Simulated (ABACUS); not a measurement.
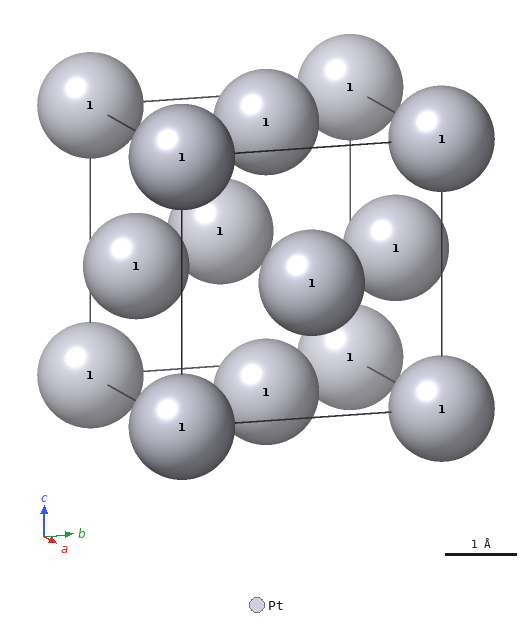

**Figure 1.** The structure (spheres-only view of the cell 4 times as large as that of the calculation, set on its symmetry axes, seen slightly off an axis; atoms are numbered from 1 in the order of the input).

# Pt: band-structure run

The run: band-structure run of Pt (1 atom in the cell). Method and program: Kohn-Sham DFT of a periodic cell, WC, Ansatz NC PBE, no spin polarisation (ABACUS 3.10.1).

The structure derives from an entry of the Crystallography Open Database. It belongs to a series of runs on one base structure; here: bands on the converged density.

Input
```
INPUT_PARAMETERS
suffix              Pt
calculation         nscf
basis_type          pw
pseudo_dir          ./
symmetry            -1
dft_functional      wc
ecutwfc             84.0
pseudo_rcut         7
nspin               1
nbands              19
ks_solver           dav
smearing_method     fd
smearing_sigma      0.00367493
scf_thr             1e-08
scf_nmax            100
mixing_type         broyden
mixing_beta         0.7
init_chg            file
pw_diag_thr         1e-07
out_band            1
kpar                4
```

File STRU
```
ATOMIC_SPECIES
Pt 195.0840 Pt.upf

LATTICE_CONSTANT
1.8897261246

LATTICE_VECTORS
0.0000000000 1.9609000000 1.9609000000
1.9609000000 0.0000000000 1.9609000000
1.9609000000 1.9609000000 0.0000000000

ATOMIC_POSITIONS
Direct

Pt
0.0
1
0.0000000000 0.0000000000 0.0000000000 1 1 1
```

File KPT
```
K_POINTS
12
Line
0.00000000 0.00000000 0.00000000 10 // G
0.50000000 0.00000000 0.50000000 10 // X
0.50000000 0.25000000 0.75000000 10 // W
0.37500000 0.37500000 0.75000000 10 // K
0.00000000 0.00000000 0.00000000 10 // G
0.50000000 0.50000000 0.50000000 10 // L
0.62500000 0.25000000 0.62500000 10 // U
0.50000000 0.25000000 0.75000000 10 // W
0.50000000 0.50000000 0.50000000 10 // L
0.37500000 0.37500000 0.75000000 1 // K
0.62500000 0.25000000 0.62500000 10 // U
0.50000000 0.00000000 0.50000000 1 // X
```

Hardware: 4 threads of Intel Xeon (Granite Rapids), 12 GiB of memory available, shared host.

Command:
```bash
OMP_NUM_THREADS=1 mpirun -np 4 abacus > log
```

What the program printed
```
ABACUS v3.10.1

               Atomic-orbital Based Ab-initio Computation at UStc

 ------------------------------------------------------------------------------------

 READING GENERAL INFORMATION
                           global_out_dir = OUT.Pt/
                           global_in_card = INPUT
                               pseudo_dir = ./
                              orbital_dir =
                                    DSIZE = 4
                                    GSIZE = 1

 READING UNITCELL INFORMATION
                                    ntype = 1
                  lattice constant (Bohr) = 1.88973
              lattice constant (Angstrom) = 1

 READING ATOM TYPE 1
                               atom label = Pt
                      L=0, number of zeta = 1
                      L=1, number of zeta = 1
                      L=2, number of zeta = 1
             number of atom for this type = 1

                        TOTAL ATOM NUMBER = 1
DIRECT COORDINATES
    atom                   x                   y                   z     mag                  vx                  vy                  vz
taud_Pt1            0.0000000000        0.0000000000        0.0000000000  0.0000        0.0000000000        0.0000000000        0.0000000000

                          Volume (Bohr^3) = 101.764
                             Volume (A^3) = 15.0798

 Lattice vectors: (Cartesian coordinate: in unit of a_0)
                   +0             +1.9609             +1.9609
              +1.9609                  +0             +1.9609
              +1.9609             +1.9609                  +0
 Reciprocal vectors: (Cartesian coordinate: in unit of 2 pi/a_0)
            -0.254985           +0.254985           +0.254985
            +0.254985           -0.254985           +0.254985
            +0.254985           +0.254985           -0.254985
 The esolver type has been set to : ksdft_pw

                PAO radial cut off (Bohr) = 7

 Read in pseudopotential file is Pt.upf
                     pseudopotential type = NC
          exchange-correlation functional = PBE
                 nonlocal core correction = 1
                        valence electrons = 18
                                     lmax = 3
                           number of zeta = 4
                     number of projectors = 8
                           L of projector = 0
                           L of projector = 0
                           L of projector = 1
                           L of projector = 1
                           L of projector = 2
                           L of projector = 2
                           L of projector = 3
                           L of projector = 3
 XC functional updated to : wc
          exchange-correlation functional = WC
     initial pseudo atomic orbital number = 10

 SETUP THE ELECTRONS NUMBER
            electron number of element Pt = 18
      total electron number of element Pt = 18
            AUTOSET number of electrons:  = 18
                           occupied bands = 9
                                   NBANDS = 19
                                   NLOCAL = 9

%%%%%%%%%%%%%%%%%%%%%%%%%%%%%%%%%%%%%%%%%%%%%%%%%%%%%%%%%%%%%%%%%%%%%%%%%%%%%%%%%%%%%%%%%%%%%%%%%%%%%%%%%%
 Warning: the number of valence electrons in pseudopotential > 10 for Pt: [Xe] 4f14 5d9 6s1
 Pseudopotentials with additional electrons can yield (more) accurate outcomes, but may be less efficient.
 If you're confident that your chosen pseudopotential is appropriate, you can safely ignore this warning.
%%%%%%%%%%%%%%%%%%%%%%%%%%%%%%%%%%%%%%%%%%%%%%%%%%%%%%%%%%%%%%%%%%%%%%%%%%%%%%%%%%%%%%%%%%%%%%%%%%%%%%%%%%

 SETUP THE PLANE WAVE BASIS
 energy cutoff for charge/potential (unit:Ry) = 336
            fft grid for charge/potential = [ 32, 32, 32 ]
                        fft grid division = [ 1, 1, 1 ]
        big fft grid for charge/potential = [ 32, 32, 32 ]
                                     nbxx = 32768
                                     nrxx = 32768

 SETUP PLANE WAVES FOR CHARGE/POTENTIAL
                    number of plane waves = 10657
                         number of sticks = 649

 PARALLEL PW FOR CHARGE/POTENTIAL
     PROC   COLUMNS(POT)             PW
        1            649          10657
 --------------- sum -------------------
        1            649          10657
                            number of |g| = 158
                                  max |g| = 30.3631
                                  min |g| = 0

----------- Double Check Mixing Parameters Begin ------------
mixing_type: broyden
mixing_beta: 0.7
mixing_gg0: 1
mixing_gg0_min: 0.1
mixing_ndim: 8
----------- Double Check Mixing Parameters End ------------

 SETUP K-POINTS
                                    nspin = 1
                                   nkstot = 102
K-POINTS DIRECT COORDINATES
 KPOINTS    DIRECT_X    DIRECT_Y    DIRECT_Z  WEIGHT
       1  0.00000000  0.00000000  0.00000000  1.0000
       2  0.05000000  0.00000000  0.05000000  1.0000
       3  0.10000000  0.00000000  0.10000000  1.0000
       4  0.15000000  0.00000000  0.15000000  1.0000
       5  0.20000000  0.00000000  0.20000000  1.0000
       6  0.25000000  0.00000000  0.25000000  1.0000
       7  0.30000000  0.00000000  0.30000000  1.0000
       8  0.35000000  0.00000000  0.35000000  1.0000
       9  0.40000000  0.00000000  0.40000000  1.0000
      10  0.45000000  0.00000000  0.45000000  1.0000
      11  0.50000000  0.00000000  0.50000000  1.0000
      12  0.50000000  0.02500000  0.52500000  1.0000
      13  0.50000000  0.05000000  0.55000000  1.0000
      14  0.50000000  0.07500000  0.57500000  1.0000
      15  0.50000000  0.10000000  0.60000000  1.0000
      16  0.50000000  0.12500000  0.62500000  1.0000
      17  0.50000000  0.15000000  0.65000000  1.0000
      18  0.50000000  0.17500000  0.67500000  1.0000
      19  0.50000000  0.20000000  0.70000000  1.0000
      20  0.50000000  0.22500000  0.72500000  1.0000
      21  0.50000000  0.25000000  0.75000000  1.0000
      22  0.48750000  0.26250000  0.75000000  1.0000
      23  0.47500000  0.27500000  0.75000000  1.0000
      24  0.46250000  0.28750000  0.75000000  1.0000
      25  0.45000000  0.30000000  0.75000000  1.0000
      26  0.43750000  0.31250000  0.75000000  1.0000
      27  0.42500000  0.32500000  0.75000000  1.0000
      28  0.41250000  0.33750000  0.75000000  1.0000
      29  0.40000000  0.35000000  0.75000000  1.0000
      30  0.38750000  0.36250000  0.75000000  1.0000
[... 72 further k points ...]

           k-point number in this process = 26
       minimum distributed K point number = 25

[... K-POINTS CARTESIAN COORDINATES: 26 rows ...]

[... K-POINTS DIRECT COORDINATES: 26 rows ...]

 SETUP PLANE WAVES FOR WAVE FUNCTIONS
     energy cutoff for wavefunc (unit:Ry) = 84
              fft grid for wave functions = [ 32, 32, 32 ]
                    number of plane waves = 1807
                         number of sticks = 199

 PARALLEL PW FOR WAVE FUNCTIONS
     PROC   COLUMNS(POT)             PW
        1            199           1807
 --------------- sum -------------------
        1            199           1807

 SETUP NONLOCAL PSEUDOPOTENTIALS IN PLANE WAVE BASIS
 Pt non-local projectors:
 projector 1 L=0
 projector 2 L=0
 projector 3 L=1
 projector 4 L=1
 projector 5 L=2
 projector 6 L=2
 projector 7 L=3
 projector 8 L=3
      TOTAL NUMBER OF NONLOCAL PROJECTORS = 32

 Init Non-Local PseudoPotential table :
 Init Non-Local-Pseudopotential done.

                                     npwx = 1363

 Make real space PAO into reciprocal space.
       max mesh points in Pseudopotential = 701
     dq(describe PAO in reciprocal space) = 0.01
                                    max q = 1104

 number of pseudo atomic orbitals for Pt is 4
WARNING: norm of atomic wavefunction # 3 of atomic type Pt is 0.999881, renormalized
WARNING: norm of atomic wavefunction # 4 of atomic type Pt is 0.997427, renormalized

 -------------------------------------------
 NONSELF-CONSISTENT
 -------------------------------------------
                                 init_chg = file
 try to read charge from file
 Read in the charge density: OUT.Pt//Pt-CHARGE-DENSITY.restart

 PW ALGORITHM --------------- ION=   1  ELEC=   1--------------------------------
 k(1/102) Iter steps (avg)=17 threshold=1e-07
 k(2/102) Iter steps (avg)=12 threshold=1e-07
 k(3/102) Iter steps (avg)=15 threshold=1e-07
 k(4/102) Iter steps (avg)=15 threshold=1e-07
 k(5/102) Iter steps (avg)=19 threshold=1e-07
 k(6/102) Iter steps (avg)=16 threshold=1e-07
 k(7/102) Iter steps (avg)=15 threshold=1e-07
 k(8/102) Iter steps (avg)=19 threshold=1e-07
 k(9/102) Iter steps (avg)=19 threshold=1e-07
 k(10/102) Iter steps (avg)=17 threshold=1e-07
 k(11/102) Iter steps (avg)=20 threshold=1e-07
 k(12/102) Iter steps (avg)=18 threshold=1e-07
 k(13/102) Iter steps (avg)=18 threshold=1e-07
 k(14/102) Iter steps (avg)=20 threshold=1e-07
 k(15/102) Iter steps (avg)=21 threshold=1e-07
 k(16/102) Iter steps (avg)=19 threshold=1e-07
 k(17/102) Iter steps (avg)=19 threshold=1e-07
 k(18/102) Iter steps (avg)=19 threshold=1e-07
 k(19/102) Iter steps (avg)=18 threshold=1e-07
 k(20/102) Iter steps (avg)=17 threshold=1e-07
 k(21/102) Iter steps (avg)=18 threshold=1e-07
 k(22/102) Iter steps (avg)=17 threshold=1e-07
 k(23/102) Iter steps (avg)=17 threshold=1e-07
 k(24/102) Iter steps (avg)=17 threshold=1e-07
 k(25/102) Iter steps (avg)=17 threshold=1e-07
 k(26/102) Iter steps (avg)=18 threshold=1e-07
[... levels at 26 k points of this process ...]

 Density error is 0.00000000000
                          Error Threshold = 1.00000000000e-07
----------------------------------------------------------
     Energy           Rydberg                 eV
----------------------------------------------------------
 E_KohnSham     -260.7332503106      -3547.4578622847
 E_KS(sigma->0) -260.7327863389      -3547.4515496262
 E_Harris       -260.7332503106      -3547.4578622847
 E_band         -9.1849868295        -124.9681569363
 E_one_elec     -50.6868260086       -689.6296472517
 E_Hartree      37.8017570523        514.3192903223
 E_xc           -47.4060616033       -644.9925575434
 E_Ewald        -200.4411918076      -2727.1423224949
 E_entropy(-TS) -0.0009279434        -0.0126253171
 E_descf        0.0000000000         0.0000000000
 E_exx          0.0000000000         0.0000000000
 E_Fermi        1.7517669965         23.8340127209
----------------------------------------------------------

 charge density convergence is achieved
 final etot is -3547.4578623 eV
 EFERMI = 23.834012721 eV

 STATE ENERGY(eV) AND OCCUPATIONS    NSPIN == 1
 1/26 kpoint (Cartesian) = 0.0000 0.0000 0.0000 (1363 pws)
       1       -74.9688      0.0196078
       2       -28.9116      0.0196078
       3       -28.9116      0.0196078
       4       -28.9116      0.0196078
       5        13.1895      0.0196078
       6        19.6622      0.0196078
       7        19.6622      0.0196078
       8        19.6622      0.0196078
       9        21.8465      0.0196078
      10        21.8465      0.0196078
      11        38.0490        0.00000
      12        42.9725        0.00000
      13        42.9725        0.00000
      14        42.9725        0.00000
      15        48.3438        0.00000
      16        55.3197        0.00000
      17        55.3197        0.00000
      18        55.3197        0.00000
      19        57.8254        0.00000

 2/26 kpoint (Cartesian) = 0.0000 0.025498 0.0000 (1343 pws)
       1       -74.9677      0.0196078
       2       -28.9233      0.0196078
       3       -28.9161      0.0196078
       4       -28.9161      0.0196078
       5        13.3252      0.0196078
       6        19.5719      0.0196078
       7        19.7323      0.0196078
       8        19.7323      0.0196078
       9        21.7457      0.0196078
      10        21.8825      0.0196078
      11        38.2620        0.00000
      12        42.5705        0.00000
      13        43.0045        0.00000
      14        43.0045        0.00000
      15        49.1900        0.00000
      16        53.8949        0.00000
      17        53.8949        0.00000
      18        55.3815        0.00000
      19        56.5250        0.00000

 3/26 kpoint (Cartesian) = 0.0000 0.050997 0.0000 (1323 pws)
       1       -74.9645      0.0196078
       2       -28.9571      0.0196078
       3       -28.9290      0.0196078
       4       -28.9290      0.0196078
       5        13.7236      0.0196078
       6        19.3183      0.0196078
       7        19.9411      0.0196078
       8        19.9411      0.0196078
       9        21.4636      0.0196078
      10        21.9881      0.0196078
      11        38.8771        0.00000
      12        41.8511        0.00000
      13        43.0271        0.00000
      14        43.0271        0.00000
      15        51.1973        0.00000
      16        51.9130        0.00000
      17        51.9130        0.00000
      18        53.8144        0.00000
      19        55.5688        0.00000

 4/26 kpoint (Cartesian) = 0.0000 0.076495 0.0000 (1319 pws)
       1       -74.9596      0.0196078
       2       -29.0093      0.0196078
       3       -28.9492      0.0196078
       4       -28.9492      0.0196078
       5        14.3551      0.0196078
       6        18.9463      0.0196078
       7        20.2840      0.0196078
       8        20.2840      0.0196078
       9        21.0624      0.0196078
      10        22.1560      0.0196078
      11        39.8303        0.00000
      12        41.2967        0.00000
      13        42.7922        0.00000
      14        42.7922        0.00000
      15        50.4352        0.00000
      16        50.4352        0.00000
      17        50.5899        0.00000
      18        53.9534        0.00000
      19        55.8871        0.00000

 5/26 kpoint (Cartesian) = 0.0000 0.10199 0.0000 (1319 pws)
       1       -74.9534      0.0196078
       2       -29.0741      0.0196078
       3       -28.9746      0.0196078
       4       -28.9746      0.0196078
       5        15.1514      0.0196078
       6        18.5111      0.0196078
       7        20.6575      0.0196078
       8        20.7518      0.0196078
       9        20.7518      0.0196078
      10        22.3735      0.0196078
      11        41.0239        0.00000
      12        41.0308        0.00000
      13        41.9728        0.00000
      14        41.9728        0.00000
      15        47.4360        0.00000
      16        49.9225        0.00000
      17        49.9225        0.00000
      18        56.3478        0.00000
      19        56.9428        0.00000

 6/26 kpoint (Cartesian) = 0.0000 0.12749 0.0000 (1331 pws)
       1       -74.9465      0.0196078
       2       -29.1450      0.0196078
       3       -29.0026      0.0196078
       4       -29.0026      0.0196078
       5        15.9599      0.0196078
       6        18.0651      0.0196078
       7        20.4507      0.0196078
       8        21.3286      0.0196078
       9        21.3286      0.0196078
      10        22.6231      0.0196078
      11        40.5826        0.00000
      12        40.5826        0.00000
      13        40.9275        0.00000
      14        42.3705        0.00000
      15        44.4466        0.00000
      16        50.4225        0.00000
      17        50.4225        0.00000
      18        56.2691        0.00000
      19        56.9688        0.00000

[... levels at 20 further k points ...]

 --------------------------------------------
 !FINAL_ETOT_IS -3547.457862284743 eV
 --------------------------------------------

 Output bands in file: OUT.Pt/BANDS_1.dat
```

Standard output
```
ABACUS v3.10.1

               Atomic-orbital Based Ab-initio Computation at UStc

 dft_functional readin is: wc
 dft_functional in pseudopot file is: PBE
 Please make sure this is what you need

%%%%%%%%%%%%%%%%%%%%%%%%%%%%%%%%%%%%%%%%%%%%%%%%%%%%%%%%%%%%%%%%%%%%%%%%%%%%%%%%%%%%%%%%%%%%%%%%%%%%%%%%%
 Warning: the number of valence electrons in pseudopotential > 10 for Pt: [Xe] 4f14 5d9 6s1
 Pseudopotentials with additional electrons can yield (more) accurate outcomes, but may be less efficient.
 If you're confident that your chosen pseudopotential is appropriate, you can safely ignore this warning.
%%%%%%%%%%%%%%%%%%%%%%%%%%%%%%%%%%%%%%%%%%%%%%%%%%%%%%%%%%%%%%%%%%%%%%%%%%%%%%%%%%%%%%%%%%%%%%%%%%%%%%%%%

 UNIFORM GRID DIM        : 32 * 32 * 32
 UNIFORM GRID DIM(BIG)   : 32 * 32 * 32
 ---------------------------------------------------------
 ---------------------------------------------------------
 SPIN    KPOINTS         PROCESSORS  THREADS
 1       102             4           4
 ---------------------------------------------------------
 Use plane wave basis
 ---------------------------------------------------------
 ELEMENT NATOM       XC
 Pt      1
 ---------------------------------------------------------
 Initial plane wave basis and FFT box
 ---------------------------------------------------------
 -------------------------------------------
 NONSELF-CONSISTENT :
 -------------------------------------------
 START CHARGE      : file
 ITER       ETOT/eV          EDIFF/eV         DRHO     TIME/s
 DA1     -3.54745786e+03   0.00000000e+00   0.0000e+00   1.64
```

Summary

```json
{"quantity": "outcome", "value": "converged"}
{"quantity": "space group (tolerance 0.01 Å)", "value": "Fm-3m (225)"}
{"quantity": "electrons treated", "value": "18"}
{"quantity": "Fermi energy of the self-consistent step", "value": "23.503 eV"}
{"quantity": "wall time", "value": "1.9 s (CPU time 7.5 s)"}
{"quantity": "peak memory", "value": "0.36 GiB"}
```

Notes

Spin–orbit coupling is left out, which matters for Pt.
